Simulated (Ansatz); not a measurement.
Single-point calculation of Na (part 2 of 2)

Na (Im-3m, 32 atoms in the cell); DFT PBE, scalar-relativistic, plane waves, PAW, no spin polarisation (Ansatz 0.2.0); cutoff 420 eV, 3×3×3 k-mesh, Gaussian smearing of 0.1 eV. The structure derives from a Materials Project entry. It belongs to a series of runs on one base structure; here: the perfect crystal in a cell of 32 atoms.

### Log, continued
```
  k-point 1: bands = ["-51.2415", "-51.2410", "-51.2404", "-51.2404", "-51.2404", "-51.2402", "-51.2402", "-51.2402", "-51.2401", "-51.2401", "-51.2401", "-51.2399", "-51.2398", "-51.2398", "-51.2398", "-51.2396", "-51.2396", "-51.2396", "-51.2396", "-51.2396", "-51.2394", "-51.2393", "-51.2393", "-51.2393", "-51.2393", "-51.2393", "-51.2393", "-51.2391", "-51.2391", "-51.2391", "-51.2386", "-51.2382", "-23.1802", "-23.1802", "-23.1802", "-23.1787", "-23.1787", "-23.1787", "-23.1767", "-23.1767",
      "-23.1767", "-23.1746", "-23.1746", "-23.1746", "-23.1739", "-23.1730", "-23.1730", "-23.1730", "-23.1721", "-23.1721", "-23.1718", "-23.1718", "-23.1712", "-23.1708", "-23.1708", "-23.1708", "-23.1703", "-23.1703", "-23.1683", "-23.1673", "-23.1673", "-23.1668", "-23.1668", "-23.1668", "-23.1666", "-23.1666", "-23.1666", "-23.1647", "-23.1647", "-23.1647", "-23.1647", "-23.1647", "-23.1647", "-23.1620", "-23.1620", "-23.1620", "-23.1604", "-23.1592", "-23.1592", "-23.1592",
      "-23.1591", "-23.1581", "-23.1581", "-23.1573", "-23.1573", "-23.1573", "-23.1572", "-23.1572", "-23.1572", "-23.1550", "-23.1550", "-23.1550", "-23.1549", "-23.1549", "-23.1549", "-23.1546", "-23.1546", "-23.1546", "-23.1542", "-23.1535", "-23.1535", "-23.1523", "-23.1523", "-23.1523", "-23.1515", "-23.1515", "-23.1515", "-23.1507", "-23.1507", "-23.1507", "-23.1501", "-23.1495", "-23.1476", "-23.1476", "-23.1476", "-23.1476", "-23.1476", "-23.1476", "-23.1475", "-23.1475",
      "-23.1475", "-23.1473", "-23.1473", "-23.1460", "-23.1460", "-23.1460", "-23.1460", "-23.1460", "-1.3443", "-0.7976", "-0.0773", "-0.0773", "-0.0773", "0.1013", "0.1013", "0.1013", "0.6332", "0.6332", "0.6332", "1.3334", "1.5058", "1.5058", "1.5058", "1.5087", "1.5087", "1.5087", "2.6721", "2.6721", "2.6721", "2.7008", "2.7008", "2.7008", "2.8611", "3.1531", "3.1531", "3.1531", "3.1614", "3.1614", "3.1614", "3.6591",
      "3.6591", "3.6591", "3.8154", "3.8154", "3.9784", "3.9784", "4.2975", "4.2975", "4.2975", "4.4732", "4.4732", "4.7975", "4.8778", "5.1330", "5.1330", "5.1330"]
  k-point 2: bands = ["-51.2414", "-51.2407", "-51.2406", "-51.2406", "-51.2406", "-51.2406", "-51.2399", "-51.2399", "-51.2399", "-51.2399", "-51.2398", "-51.2398", "-51.2398", "-51.2398", "-51.2397", "-51.2397", "-51.2397", "-51.2397", "-51.2396", "-51.2396", "-51.2396", "-51.2396", "-51.2394", "-51.2394", "-51.2394", "-51.2394", "-51.2389", "-51.2389", "-51.2389", "-51.2389", "-51.2389", "-51.2383", "-23.1790", "-23.1790", "-23.1785", "-23.1785", "-23.1785", "-23.1785", "-23.1760", "-23.1760",
      "-23.1760", "-23.1760", "-23.1749", "-23.1749", "-23.1749", "-23.1749", "-23.1737", "-23.1737", "-23.1737", "-23.1737", "-23.1721", "-23.1721", "-23.1712", "-23.1710", "-23.1710", "-23.1710", "-23.1710", "-23.1698", "-23.1698", "-23.1692", "-23.1662", "-23.1662", "-23.1662", "-23.1662", "-23.1648", "-23.1648", "-23.1646", "-23.1646", "-23.1646", "-23.1646", "-23.1644", "-23.1644", "-23.1644", "-23.1644", "-23.1617", "-23.1617", "-23.1590", "-23.1590", "-23.1581", "-23.1581",
      "-23.1581", "-23.1581", "-23.1578", "-23.1578", "-23.1578", "-23.1578", "-23.1572", "-23.1572", "-23.1572", "-23.1572", "-23.1566", "-23.1566", "-23.1566", "-23.1566", "-23.1562", "-23.1541", "-23.1541", "-23.1524", "-23.1524", "-23.1524", "-23.1524", "-23.1517", "-23.1517", "-23.1513", "-23.1513", "-23.1513", "-23.1513", "-23.1499", "-23.1499", "-23.1499", "-23.1499", "-23.1490", "-23.1490", "-23.1490", "-23.1490", "-23.1487", "-23.1477", "-23.1477", "-23.1473", "-23.1473",
      "-23.1473", "-23.1473", "-23.1472", "-23.1472", "-23.1460", "-23.1460", "-23.1460", "-23.1460", "-1.2833", "-0.5564", "-0.3763", "-0.3763", "-0.3763", "-0.3763", "0.8682", "0.8682", "0.8682", "0.8682", "1.0430", "1.0430", "1.0430", "1.0430", "1.5636", "1.5636", "1.5636", "1.5636", "2.2557", "2.4168", "2.4168", "2.4168", "2.4168", "2.7261", "2.7261", "3.2083", "3.2083", "3.3782", "3.3782", "3.5432", "3.5432", "3.5432",
      "3.5432", "3.8592", "3.8592", "4.0634", "4.0634", "4.0634", "4.0634", "4.2543", "4.3548", "4.3548", "4.3548", "4.3548", "4.8569", "4.8569", "4.8569", "4.8569"]
  k-point 3: bands = ["-51.2412", "-51.2410", "-51.2410", "-51.2406", "-51.2406", "-51.2402", "-51.2400", "-51.2400", "-51.2400", "-51.2400", "-51.2397", "-51.2397", "-51.2397", "-51.2397", "-51.2397", "-51.2397", "-51.2397", "-51.2397", "-51.2396", "-51.2396", "-51.2396", "-51.2396", "-51.2394", "-51.2394", "-51.2394", "-51.2394", "-51.2393", "-51.2390", "-51.2390", "-51.2386", "-51.2386", "-51.2385", "-23.1790", "-23.1769", "-23.1769", "-23.1769", "-23.1769", "-23.1766", "-23.1766", "-23.1766",
      "-23.1766", "-23.1755", "-23.1755", "-23.1754", "-23.1754", "-23.1746", "-23.1746", "-23.1741", "-23.1736", "-23.1736", "-23.1730", "-23.1730", "-23.1729", "-23.1729", "-23.1726", "-23.1723", "-23.1723", "-23.1723", "-23.1723", "-23.1682", "-23.1682", "-23.1682", "-23.1651", "-23.1638", "-23.1638", "-23.1634", "-23.1634", "-23.1634", "-23.1634", "-23.1628", "-23.1628", "-23.1618", "-23.1618", "-23.1613", "-23.1613", "-23.1613", "-23.1613", "-23.1612", "-23.1594", "-23.1594",
      "-23.1594", "-23.1594", "-23.1594", "-23.1594", "-23.1588", "-23.1588", "-23.1585", "-23.1585", "-23.1564", "-23.1564", "-23.1558", "-23.1558", "-23.1558", "-23.1558", "-23.1547", "-23.1546", "-23.1525", "-23.1525", "-23.1520", "-23.1516", "-23.1516", "-23.1516", "-23.1516", "-23.1515", "-23.1515", "-23.1504", "-23.1504", "-23.1503", "-23.1503", "-23.1498", "-23.1498", "-23.1492", "-23.1492", "-23.1486", "-23.1483", "-23.1483", "-23.1483", "-23.1483", "-23.1475", "-23.1475",
      "-23.1475", "-23.1475", "-23.1475", "-23.1475", "-23.1472", "-23.1472", "-23.1455", "-23.1455", "-1.0399", "-0.8581", "-0.8581", "-0.3163", "-0.3163", "0.3975", "0.5744", "0.5744", "0.5744", "0.5744", "1.1017", "1.1017", "1.7931", "1.7931", "1.7931", "1.7931", "1.9641", "1.9641", "1.9658", "1.9658", "1.9658", "1.9658", "2.4718", "2.4718", "2.4791", "2.4791", "2.9439", "3.1064", "3.1064", "3.3194", "3.3194", "3.4486",
      "3.5952", "3.5952", "4.2537", "4.5628", "4.5628", "4.5628", "4.5628", "4.7147", "4.7147", "4.7332", "4.7332", "4.7332", "4.7332", "4.7748", "4.9103", "4.9103"]
```

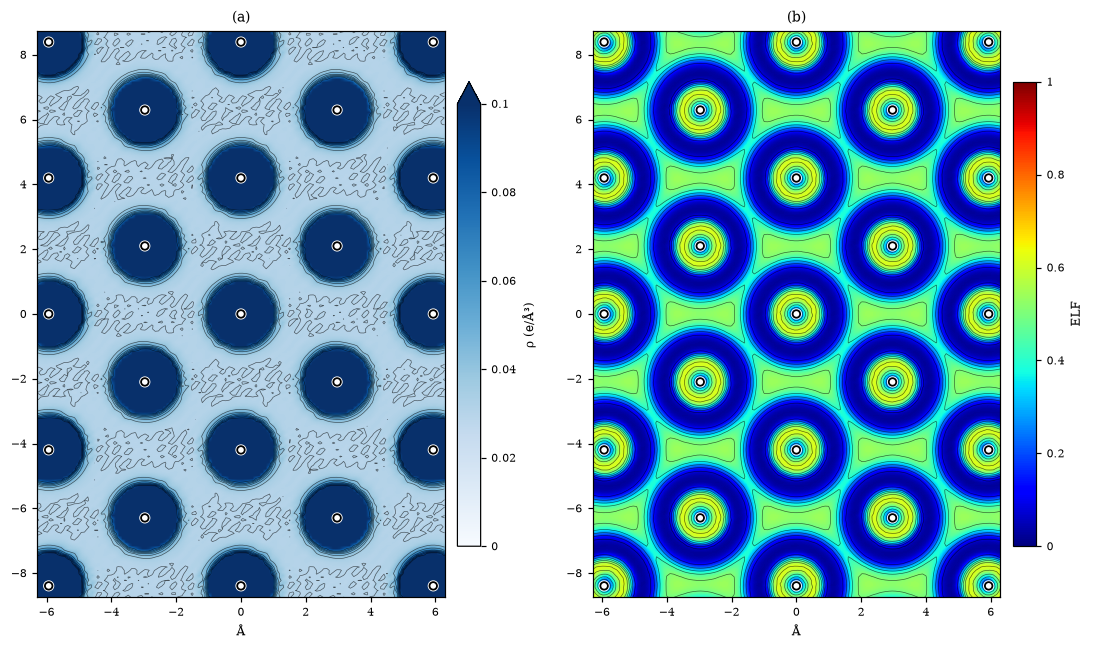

Figure 1. (a) valence electron density; (b) ELF on the (11̄0) plane of the calculation cell. Circles mark the nuclei in the plane (Na). Atoms in the plane: Na. Away from the nuclei the density in this plane falls to 0.03 e/Å³ at its lowest. The ELF has a maximum of about 0.55 in the space between the atoms. The strong features right at Na lie inside the PAW spheres (semicore, d or f shells) and say nothing about bonding. The fields are those of the smooth PAW valence density.

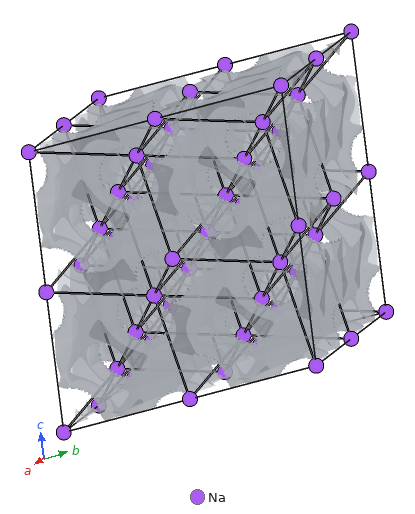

Figure 2. Isosurface of the electron localisation function at 0.5 (grey), seen slightly off an axis. Only the valence region is drawn (cores and ρ < 0.01 e/Å³ removed). Sticks mark near contacts. The outline is the calculation cell.

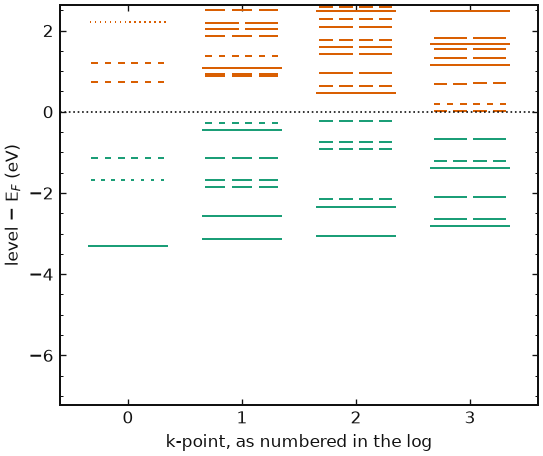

Figure 3. Kohn–Sham levels near the Fermi level (dotted) at the few k-points that the log prints; levels within 0.02 eV of each other stand side by side. The system is metallic on the full mesh.

### Key numbers

- outcome: converged
- space group (tolerance 0.01 Å): Im-3m (229)
- electrons treated: 288
- free energy: −47565.1623 eV
- Fermi energy: 1.781 eV
- gap on the k-point mesh: none (metallic)
- pressure: 0.02 GPa
- largest force (length of the vector): under 0.001 eV/Å
- wall time: 40 s (CPU time 2.3 min)
- peak memory: 3.5 GiB
